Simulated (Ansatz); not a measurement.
## Electronic structure of TaN in real space

Input

```
crystal:
  lattice:
    - [5.199629825, 0.0, 0.0]
    - [-2.5998149125, 4.5030115188, 0.0]
    - [0.0, 0.0, 2.910359274]
  atoms:
    - { symbol: Ta, position: [0.3333333333, 0.6666666667, 0.5] }
    - { symbol: Ta, position: [0.6666666667, 0.3333333333, 0.5] }
    - { symbol: Ta, position: [0.0, 0.0, 0.0] }
    - { symbol: "N", position: [0.3924063645, 0.0, 0.0] }
    - { symbol: "N", position: [0.6075936355, 0.6075936355, 0.0] }
    - { symbol: "N", position: [0.0, 0.3924063645, 0.0] }
basis:
  ecutwfc: 500
kpoints:
  mp_grid: { grid: [12, 12, 16] }
hamiltonian:
  xc: r2scan
scf:
  occupations: { method: gaussian, width: 0.15 }
output:
  forces: true
  stress: true
  eigenvalues: true
  write_density: true
  write_potential: true
  elf: true
  volumetric_format: npy
```

Command:

```sh
ansatz run input.yaml --threads 2 --pin off --max-ram 5120MiB --backend cpu --events-out ev --progress --plain --runs-dir out
```

Below, planes, directions and counts refer to the conventional cell (a = 5.20 Å, b = 5.20 Å, c = 2.91 Å, α = 90.00°, β = 90.00°, γ = 120.00°).

Space group P-62m.

These are results of DFT r2SCAN, scalar-relativistic, plane waves, PAW (Ansatz 0.2.0), not measurements.

In a PAW calculation such maps are meaningful between the atoms, not at the nuclei.

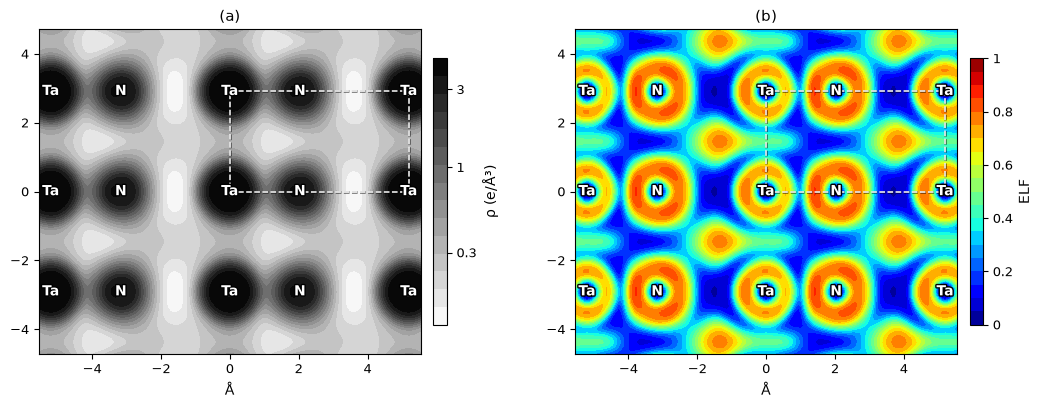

Figure 1. (a) valence charge density (pseudo); (b) ELF on the (010) plane of the conventional cell.

Q: What does the map show?

A:
- Atoms in the plane: Ta and N.
- Ta–N (2.04 Å): ρ is about 0.87 e/Å³ halfway; the ELF peaks at about 0.85 in the valence shell of N, 0.6 Å from its nucleus, and is about 0.30 at the midpoint.
- Ta–Ta (2.91 Å): ρ at the midpoint is about 0.34 e/Å³; the ELF is about 0.45 at the midpoint.
- Between the atoms the lowest density in this plane is 0.11 e/Å³.
- The ELF has a maximum of about 0.75 in the space between the atoms, 2.0 Å from four Ta atoms, on no atom or two-centre bond.
- The features right at Ta lie inside the PAW spheres, where the map follows smoothed inner orbitals and isn't to be read closely.

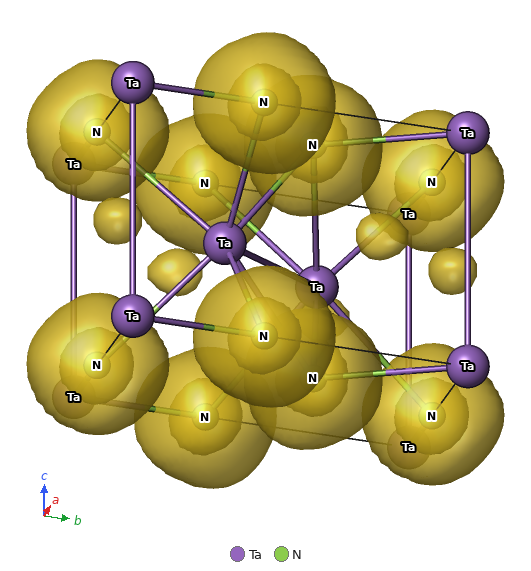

Figure 2. Isosurface of the electron localisation function at 0.7 (yellow), seen at an oblique angle. Only the valence region is drawn (cores and ρ < 0.01 e/Å³ removed). Sticks mark near contacts.

Q: Identify the bonds, lone pairs and shells in this picture.

A: The ELF exceeds this value in three regions wrapped around N (the valence shell of each) and three pockets between the atoms, centred on no nucleus (multi-centre or interstitial), counted in one cell of 6 atoms. Regions shared between cells count once.

Q: Does the calculation give a band gap?

A: It is metallic or semimetallic at this level of theory: no gap opens; semilocal functionals without U, or without the true magnetic order, often close the gap of such compounds.
